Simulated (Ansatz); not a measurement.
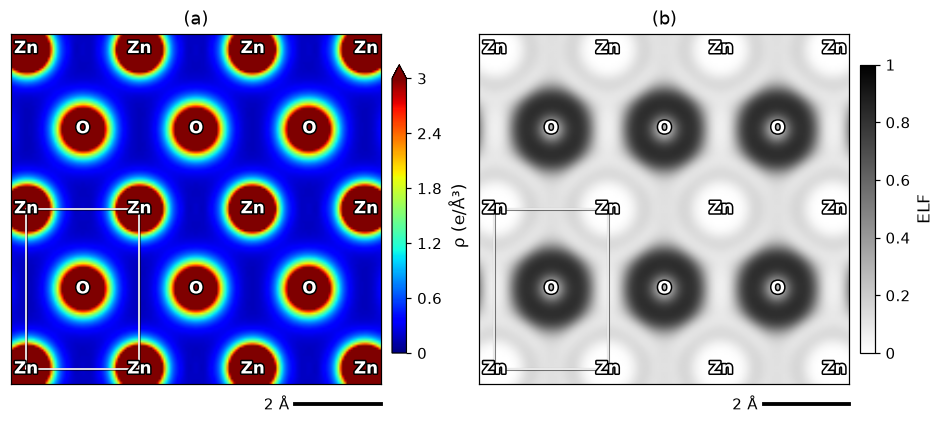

Figure. ZnO. (a) valence pseudo-density; (b) ELF on the (011) plane of the conventional cell.

Space group Pm-3m; started from the CsCl prototype, which need not be the ambient phase; computed pressure about 9 GPa in this cell.

Method: DFT, PBE, plane waves, PAW (Ansatz 0.2.0).

Core electrons are frozen (PAW), and the valence fields are smoothed inside the atomic spheres.

```
Zn O
1.0
     2.64617    0.00000    0.00000
     0.00000    2.64617    0.00000
     0.00000    0.00000    2.64617
Zn O
1 1
Cartesian
  0.0000 0.0000 0.0000
  1.3231 1.3231 1.3231
```

### What do the fields say about this system?

- The section cuts through Zn and O sites.
- Zn–O (2.29 Å): the density is about 0.31 e/Å³ at the midpoint; the ELF peaks at about 0.80 in the valence shell of O, 0.6 Å from its nucleus, and drops to about 0.10 between the two atoms; no shared electron pair shows on this line.
- Between the atoms the lowest density in this plane is 0.16 e/Å³.
